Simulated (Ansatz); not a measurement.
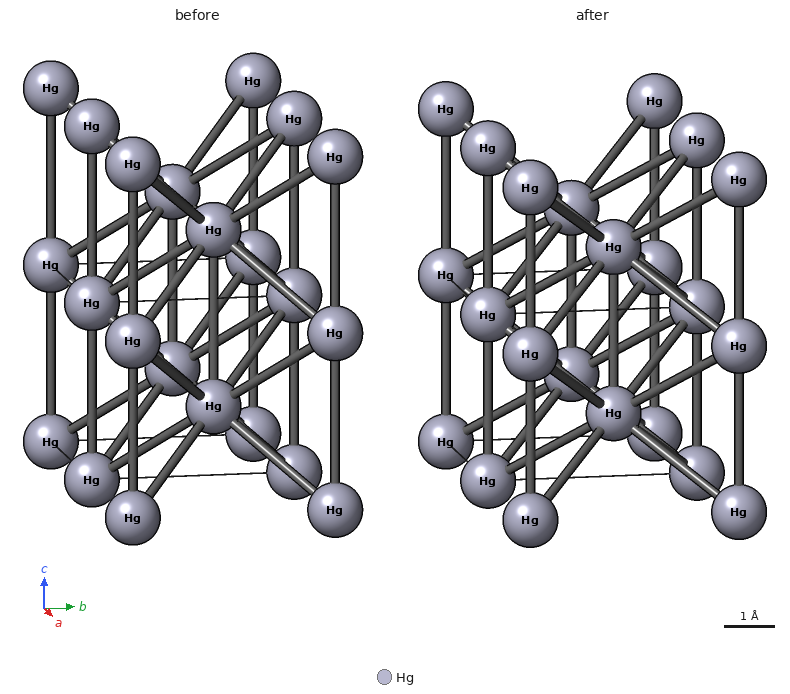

Left: a symmetric starting cell of Hg. Right: the same structure after one change, at the same scale. Style: ball-and-stick. Shown: the conventional cell (2 times the calculation's cell), repeated 2 × 1 × 2 with one cell outlined, slightly off an axis. Lengths and directions refer to the drawn axes.

These are results of DFT PBE, scalar-relativistic, plane waves, PAW in Ansatz, not measurements. Set-up: plane-wave cutoff 420 eV; k-point mesh 16 × 16 × 16; occupations gaussian; smearing width 0.1 eV; no spin polarisation.

> What distinguishes the right structure from the left one?

The cell is strained by −5.9 % along c and +3.1 % across it (volume +0.1 %), the atoms keeping their fractional coordinates. No relaxation follows. The starting cell wasn't computed here and needn't be at equilibrium, so pressure and forces aren't due to the change alone.

> How do the computed properties respond?

The pressure is −0.2 GPa (not all of it need come from the change, since the unchanged cell can be under pressure at this level too). The principal stresses (compression positive) are 0.5 GPa along c and −0.5 GPa across it. All forces vanish by symmetry. Near-neighbour distances before and after: Hg–Hg 3.605 → 3.393 Å, Hg–Hg 3.437 → 3.463 Å. The space group stays I4/mmm (No. 139).
